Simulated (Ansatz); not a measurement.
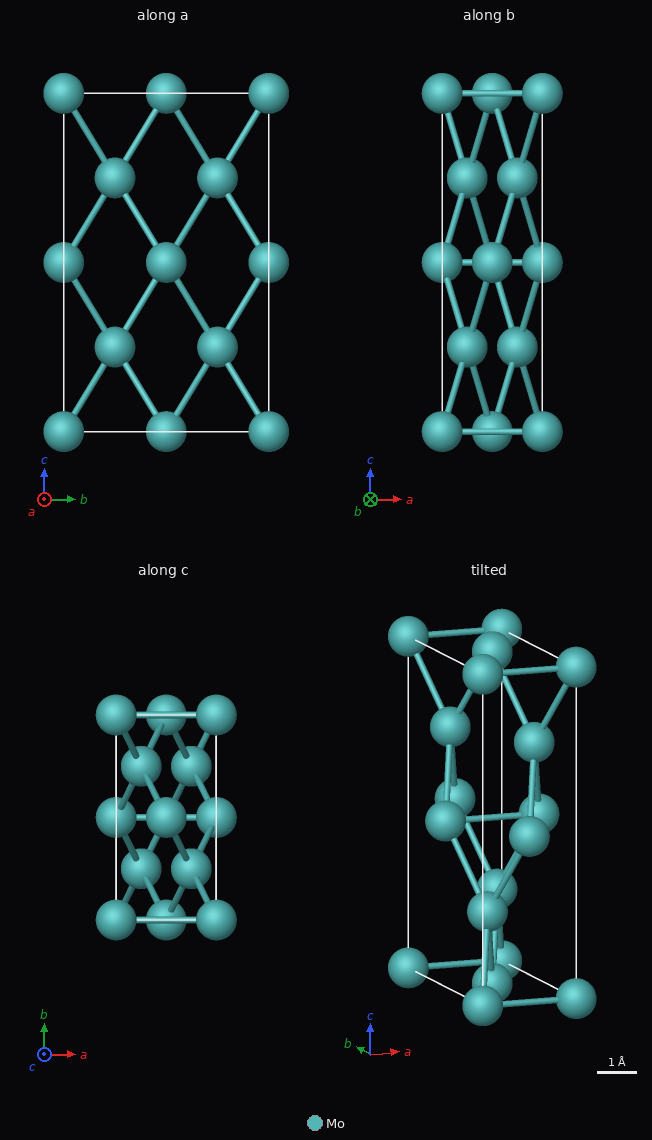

The crystal in a ball-and-stick representation, seen along the a axis, along the b axis, along the c axis and slightly off an axis. The conventional unit cell is outlined; an atom on or near a face, edge or corner is repeated at each equivalent position.

Lattice parameters: a = 2.589 Å, b = 5.294 Å, c = 8.733 Å, α = 90.00°, β = 90.00°, γ = 90.00°. Put a along x and b in the xy plane.

### Give the structure in the form of a POSCAR file.

```
Mo
1.0
     2.589    0.000    0.000
     0.000    5.294    0.000
     0.000    0.000    8.733
Mo
8
Direct
  0.2500 0.2500 0.2500
  0.5000 0.0000 0.5000
  0.2500 0.7500 0.7500
  0.5000 0.5000 0.0000
  0.7500 0.2500 0.7500
  0.0000 0.0000 0.0000
  0.7500 0.7500 0.2500
  0.0000 0.5000 0.5000
```

Starting structure: a structure type filled with this element by a generator (whether the element takes this form wasn't checked). Earlier steps of the study may have refined or changed the cell and positions. It was the input of a calculation with Ansatz.

At this level of theory the cell isn't at rest (compressed, at 12 GPa), so its distances can differ from those at equilibrium, the more so the softer the solid.
